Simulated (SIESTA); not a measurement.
## A series of single points on Cu

System: Cu (Fm-3m, 1 atom in the cell).
Method: Kohn-Sham DFT of a periodic cell, PBEsol, PseudoDojo 0.4 standard, converted to PSML, no spin polarisation (SIESTA 5.4.2).

The 7 runs differ only in the geometry, by an even scaling of the cell at fixed fractional positions. The structure derives from an entry of the Crystallography Open Database.

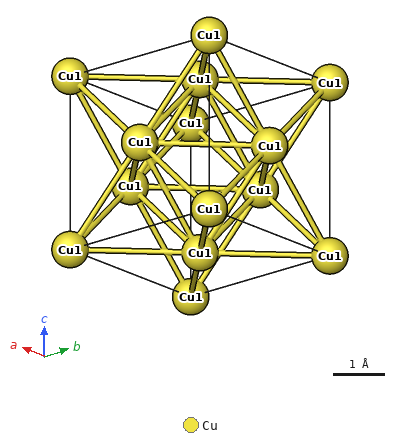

Figure 1. The structure of run 4 (ball-and-stick view of the cell 4 times as large as that of the calculation, set on its symmetry axes, seen at an oblique angle; atoms are numbered from 1 in the order of the input). An atom can appear more than once, as a periodic image.

### Input of run 4
```
SystemName                      Copper
SystemLabel                     Cu
NumberOfSpecies                 1
NumberOfAtoms                   1
%block ChemicalSpeciesLabel
  1  29 Cu
%endblock ChemicalSpeciesLabel

LatticeConstant                 1.0 Ang
%block LatticeVectors
     0.0000000000     1.8075000000     1.8075000000
     1.8075000000     0.0000000000     1.8075000000
     1.8075000000     1.8075000000     0.0000000000
%endblock LatticeVectors
AtomicCoordinatesFormat         Fractional
%block AtomicCoordinatesAndAtomicSpecies
     0.0000000000     0.0000000000     0.0000000000  1  Cu
%endblock AtomicCoordinatesAndAtomicSpecies

%block kgrid.MonkhorstPack
   13   0   0  0.0
    0  13   0  0.0
    0   0  13  0.0
%endblock kgrid.MonkhorstPack
XC.Functional                   GGA
XC.Authors                      PBEsol
PAO.BasisSize                   DZP
PAO.EnergyShift                 0.003 Ry
Mesh.Cutoff                     800 Ry
OccupationFunction              FD
ElectronicTemperature           0.05 eV
MaxSCFIterations                120
SCF.MustConverge                false
SCF.Mixer.Method                Pulay
SCF.Mixer.Weight                0.25
SCF.Mixer.History               8
SCF.DM.Tolerance                5.0e-05
SCF.H.Tolerance                 1.0e-03 eV
WriteForces                     true
Charge.Mulliken                 end
%block PAO.Basis
  Cu 5
  n=3 0 2
    2.374 0.000
  n=4 0 2
    7.224 0.000
  n=3 1 2
    2.662 0.000
  n=4 1 1
    7.224
  n=3 2 2
    4.908 0.000
%endblock PAO.Basis
```

Command:
```bash
siesta < Cu.fdf > Cu.out 2>&1
```

Lattice vectors (Å) and fractional positions of run 4:
```
   0.000000    1.807500    1.807500
   1.807500    0.000000    1.807500
   1.807500    1.807500    0.000000
Cu  0.000000  0.000000  0.000000
```

Run 6 differs from it as follows:
```diff
-     0.0000000000     1.8075000000     1.8075000000
-     1.8075000000     0.0000000000     1.8075000000
-     1.8075000000     1.8075000000     0.0000000000
+     0.0000000000     1.8312856224     1.8312856224
+     1.8312856224     0.0000000000     1.8312856224
+     1.8312856224     1.8312856224     0.0000000000
```

### Results, with one run withheld

| run | volume per atom (Å³) | free energy per atom, from the lowest run given (meV) | pressure (GPa) |
| --- | --- | --- | --- |
| 1 | 11.102 | 1.26 | 2.64 |
| 2 | 11.338 | 0.00 | −0.83 |
| 3 | 11.574 | 3.61 | −4.18 |
| 4 | 11.810 | 12.25 | −7.39 |
| 5 | 12.047 | 24.97 | −9.77 |
| 6 | 12.283 | ? | ? |
| 7 | 12.519 | 60.22 | −13.77 |

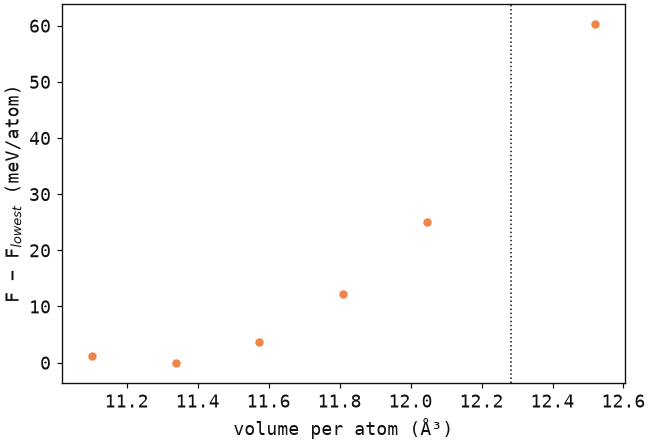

Figure 2. Free energy per atom of the runs given; the dotted line marks run 6.

Estimate the energy of run 6 from the others.

A cubic polynomial in V^(−2/3) (the Birch–Murnaghan form), fitted to the 6 runs given, misses them by at most 0.14 meV per atom. With x = V^(−2/3) − 0.19385 Å⁻², it reads F = 8.3758 − 3457.6 x + 3.3761e+05 x² + 1.3207e+06 x³ (meV per atom). At run 6 it gives 41.04 meV per atom, and the run itself gives 40.88. The slope of the fit gives a pressure −dF/dV of −12.04 GPa there, and the run prints −11.76 GPa. The two needn't agree exactly: the fit is approximate, and the printed stress is taken on a finite basis. The fit has its minimum at 11.280 Å³ per atom, where V d²F/dV² gives 178 GPa: the bulk modulus at this level, since symmetry fixes the shape and the positions.

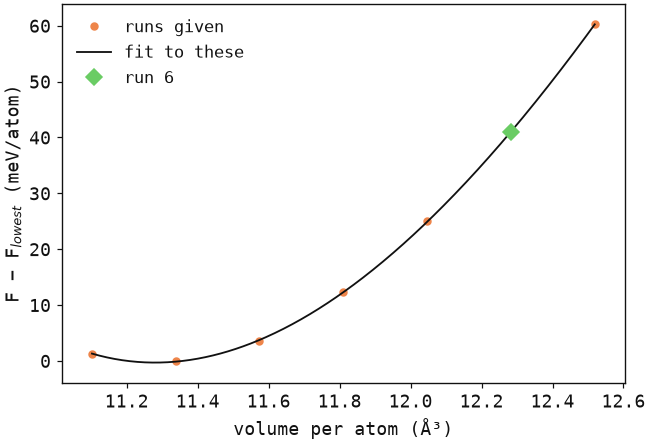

Figure 3. The fit and the withheld run.

### Some lines of the output (run 6)
```
[...]
outcell: Cell volume (Ang**3)        :     12.2828
stepf: Fermi-Dirac step function
siesta: Etot    =     -5147.306046
siesta: FreeEng =     -5147.311107
        iscf     Eharris(eV)        E_KS(eV)     FreeEng(eV)     dDmax    Ef(eV) dHmax(eV)
siesta: E_KS(eV) =            -5154.9868
siesta: E_KS - E_eggbox =     -5154.9868
siesta: Etot    =     -5154.986838
siesta: FreeEng =     -5154.989461
siesta:         Fermi =      -2.410490
siesta: Cell volume =         12.282825 Ang**3
    Orbital volume contribution        =           0.808433 eV
```

Notes: Points of doubt noted for this run: mulliken charges of long orbitals. With a small basis of atomic orbitals these values can differ much from converged plane-wave results.
